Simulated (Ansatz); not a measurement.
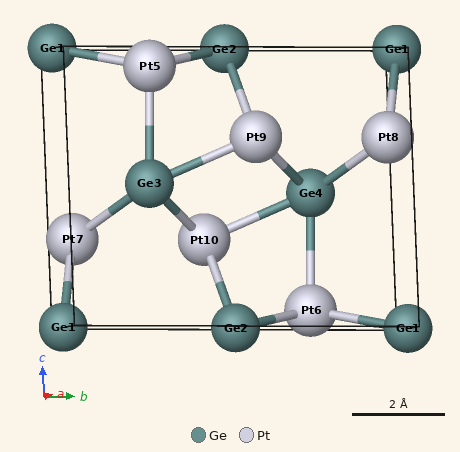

Starting structure of solid Ge₂Pt₃ (set up in P2_1/m). Style: ball-and-stick. Shown: the cell of the calculation, from a free direction.

Theory: Ansatz 0.2.0, DFT PBEsol, scalar-relativistic, plane waves, PAW.

The input:
```yaml
crystal:
  lattice:
    - [3.4944112829, 0.0, 0.0]
    - [0.0, 7.5846865401, 0.0]
    - [-1.7376119976, 0.0, 6.1217560945]
  atoms:
    - { symbol: Ge, position: [0.5, 0.0, 0.0] }
    - { symbol: Ge, position: [0.5, 0.5, 0.0] }
    - { symbol: Ge, position: [0.75652318, 0.25, 0.51283958] }
    - { symbol: Ge, position: [0.24347682, 0.75, 0.48716042] }
    - { symbol: Pt, position: [0.96552046, 0.25, 0.93076592] }
    - { symbol: Pt, position: [0.03447954, 0.75, 0.06923408] }
    - { symbol: Pt, position: [0.16044292, 0.05882058, 0.32010354] }
    - { symbol: Pt, position: [0.83955708, 0.94117942, 0.67989646] }
    - { symbol: Pt, position: [0.83955708, 0.55882058, 0.67989646] }
    - { symbol: Pt, position: [0.16044292, 0.44117942, 0.32010354] }
basis:
  ecutwfc: 420
kpoints:
  mp_grid: { grid: [10, 6, 6] }
hamiltonian:
  xc: pbesol
scf:
  occupations: { method: gaussian, width: 0.1 }
output:
  forces: true
  stress: true
  eigenvalues: true
  write_density: true
  write_potential: true
  elf: true
  volumetric_format: npy
relax:
  adjacent_minimum: "off"
  f_tol: 0.005
  max_steps: 80
  cell: { stress_tol: 0.05 }
```

Launched with:
```bash
ansatz run input.yaml --threads 2 --pin off --max-ram 5120MiB --backend cpu --events-out ev --progress --plain --runs-dir out
```

**What does the optimiser find from here?**

After 4 accepted moves (5 points after the start) the energy has fallen by 2.4 meV per atom. The largest force component goes from 0.091 to 0.0039 eV/Å. Pressure: −2.76 GPa at the start and 0.00 GPa at the end. At 1 point the geometry stayed and the basis and grid were re-selected for the new cell (energy shift of 0.1 meV per atom at most each time). The largest moves relative to the cell, 0.010 Å, are those of Pt5 and Pt6. Pt5 goes along +c. Largest moves by element: Pt 0.010 Å, Ge 0.001 Å. Cell: a 3.494 → 3.478 Å (−0.5 %), b 7.585 → 7.584 Å (0.0 %), c 6.364 → 6.303 Å (−0.9 %), β 105.8° → 106.0°. Volume −1.5 %. Some distances before and after: Ge1–Pt7 2.666 → 2.648 Å, Ge3–Pt5 2.558 → 2.544 Å, Ge3–Pt10 2.559 → 2.547 Å, Ge1–Pt5 2.613 → 2.603 Å. Within 0.06 Å the space group is Cmcm at the start and Cmcm at the end; at a tighter tolerance small leftover displacements or strains of the cell lower it.

The end point in the same view:

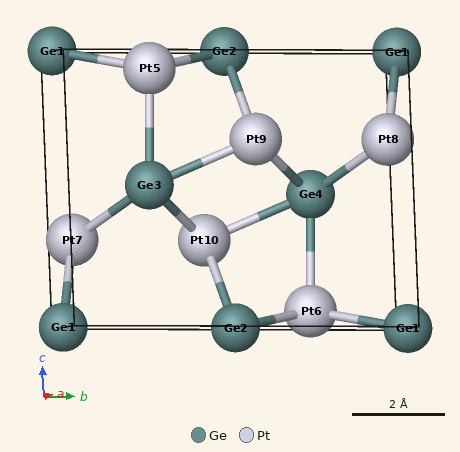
